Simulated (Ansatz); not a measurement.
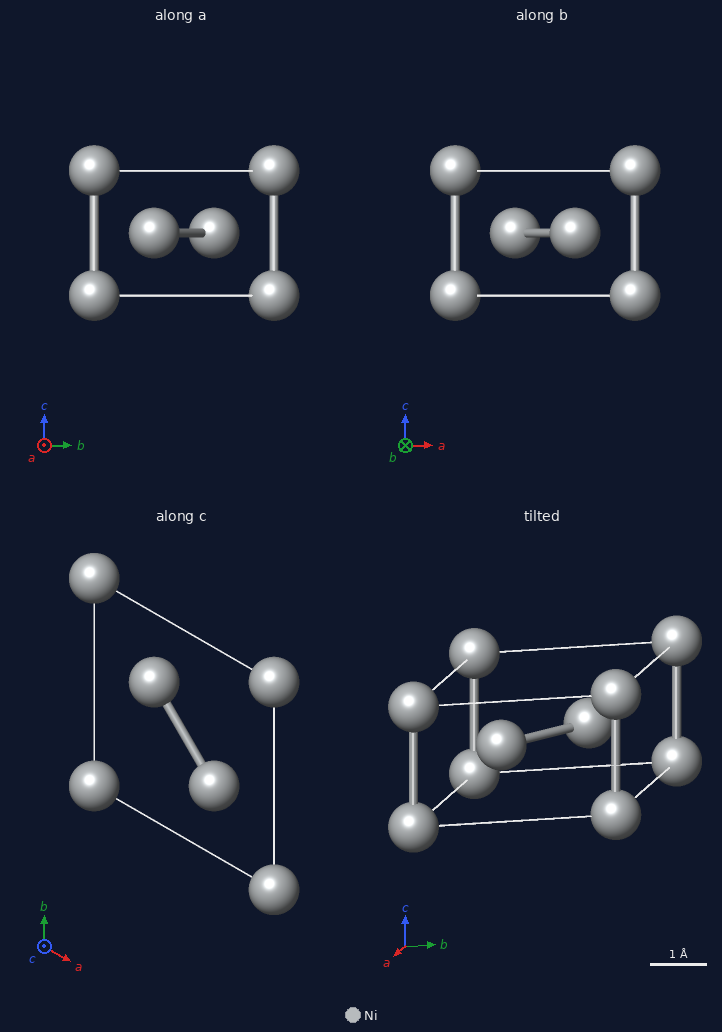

Shown here is a ball-and-stick view of the crystal, taken along the a axis, along the b axis, along the c axis and slightly off an axis. The frame is the conventional unit cell; atoms at its boundary are shown with their periodic copies.

Lattice parameters: a = 3.7668 Å, b = 3.7668 Å, c = 2.2654 Å, α = 90.000°, β = 90.000°, γ = 120.000°.

**Put the structure into a CIF with its space group and independent sites.**

```cif
data_structure
_symmetry_space_group_name_H-M 'P 6/m m m'
_symmetry_Int_Tables_number 191
_cell_length_a 3.7668
_cell_length_b 3.7668
_cell_length_c 2.2654
_cell_angle_alpha 90.000
_cell_angle_beta 90.000
_cell_angle_gamma 120.000
_cell_volume 27.84
loop_
_atom_site_label
_atom_site_type_symbol
_atom_site_symmetry_multiplicity
_atom_site_Wyckoff_symbol
_atom_site_fract_x
_atom_site_fract_y
_atom_site_fract_z
_atom_site_occupancy
Ni1 Ni 1 a 0.0000 0.0000 0.0000 1
Ni2 Ni 2 d 0.3333 0.6667 0.5000 1
```

It derives from a structure type filled with this element by a generator (whether the element takes this form wasn't checked). Earlier steps of the study may have refined or changed the cell and positions. It was run through Ansatz as a DFT input.

At this level of theory the cell isn't at rest (compressed, at 39 GPa), so its distances can differ from those at equilibrium, the more so the softer the solid.
